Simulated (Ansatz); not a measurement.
System: Al$_{24}$N$_{25}$ (cell charge −1, with a compensating background) (cell with a defect).

Al$_{24}$N$_{25}$ (cell charge −1, with a compensating background) (cell with a defect), 49 atoms, a = 8.02 Å, b = 8.02 Å, c = 8.02 Å, α = 85.02°, β = 85.02°, γ = 85.02°.

These are results of Ansatz 0.2.0, DFT PBE, scalar-relativistic, plane waves, PAW, not measurements.

Question: What can the converged valence pseudo-density and electron localisation function tell about the bonding?

Answer: Al–N (1.85 Å): ρ is about 0.74 e/Å³ halfway; the ELF peaks at about 0.90 between the atoms (a polar covalent bond).
Al–N (1.91 Å): ρ is about 0.66 e/Å³ halfway; the ELF peaks at about 0.90 between the atoms, as expected for a polar covalent bond.

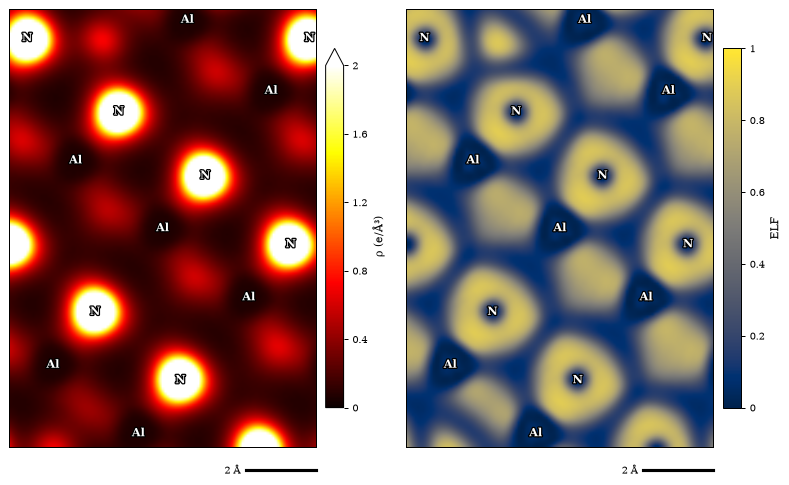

Computed valence pseudo-density and electron localisation function on the (101̄) plane of the calculation cell, in this order. Atoms just off the plane (Al, 0.8 Å away and N, 0.8 Å away) can leave unmarked features too.
